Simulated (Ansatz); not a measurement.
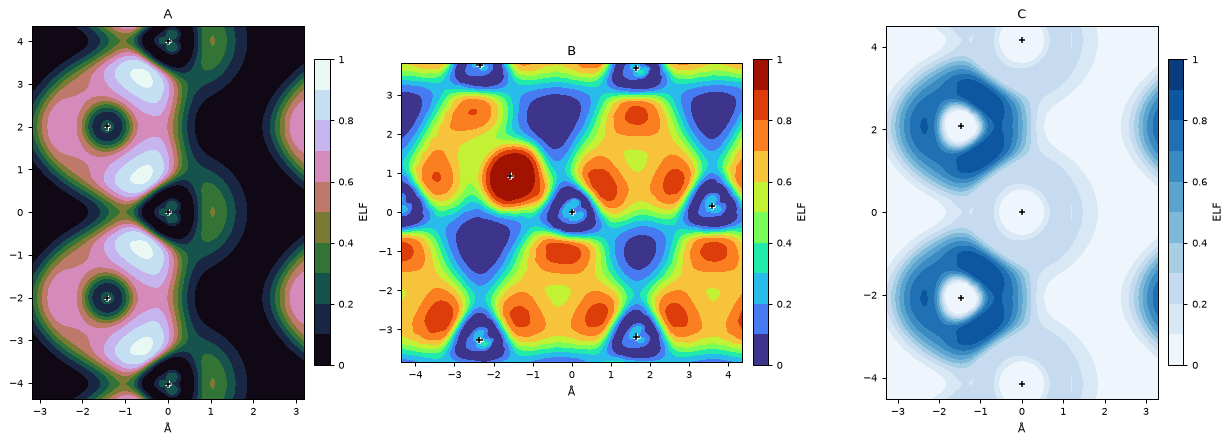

The ELF of 3 systems, each on a plane through atoms (crosses mark nuclei in the plane).

All numbers below come from DFT PBEsol, scalar-relativistic, plane waves, PAW (Ansatz 0.2.0).

System 1: AlAs, the (101) plane of the conventional cell. Space group F-43m; a structure from a database of computed crystals, not necessarily the ambient phase.

System 2: Al8As8H (cell charge +1, with a compensating background) (cell with a defect), the (100) plane of the calculation cell. 

```yaml
crystal:
  lattice:
    - [0.00000, 5.67580, -5.67580]
    - [5.67580, 5.67580, 0.00000]
    - [5.67580, 0.00000, -5.67580]
  atoms:
    - { symbol: Al, position: [0.49376, 0.00268, 0.50007] }
    - { symbol: Al, position: [0.49416, 0.51874, 0.49394] }
    - { symbol: Al, position: [0.96953, 0.05141, 0.48970] }
    - { symbol: Al, position: [0.98497, 0.48235, 0.50668] }
    - { symbol: Al, position: [0.49423, 0.00218, 0.00394] }
    - { symbol: Al, position: [0.48729, 0.49998, 0.00667] }
    - { symbol: Al, position: [0.98245, 0.98852, 0.01451] }
    - { symbol: Al, position: [0.98554, 0.48107, 0.02674] }
    - { symbol: As, position: [0.12049, 0.10827, 0.13093] }
    - { symbol: As, position: [0.11396, 0.61564, 0.13521] }
    - { symbol: As, position: [0.61283, 0.12817, 0.12970] }
    - { symbol: As, position: [0.61452, 0.62981, 0.12341] }
    - { symbol: As, position: [0.11999, 0.10953, 0.64026] }
    - { symbol: As, position: [0.12137, 0.57275, 0.65326] }
    - { symbol: As, position: [0.59920, 0.14314, 0.62906] }
    - { symbol: As, position: [0.61405, 0.63042, 0.63284] }
    - { symbol: H, position: [0.95653, 0.79125, 0.62889] }
```

System 3: InP, the (110) plane of the conventional cell. Space group F-43m.

```
In P
1.0
     5.87818    0.00000    0.00000
     0.00000    0.00000    5.87818
     0.00000   -5.87818    0.00000
In P
4 4
Cartesian
  2.9391 0.0000 2.9391
  0.0000 -2.9391 2.9391
  0.0000 0.0000 0.0000
  2.9391 -2.9391 0.0000
  4.4086 -1.4695 4.4086
  1.4695 -4.4086 4.4086
  1.4695 -1.4695 1.4695
  4.4086 -4.4086 1.4695
```

### Which map belongs to which system?

Panel A is system 1, AlAs: the plane holds Al and As. Al–As (2.46 Å): the ELF peaks at about 0.90 between the atoms, as expected for a covalent bond. Panel B is system 2, Al8As8H: the plane holds Al and H. Al–H (1.84 Å): the ELF climbs to about 1 towards the hydrogen. Panel C is system 3, InP: the plane holds In and P. In–P (2.55 Å): the ELF peaks at about 0.90 in the valence shell of P, 0.8 Å from its nucleus, and is about 0.55 at the midpoint.
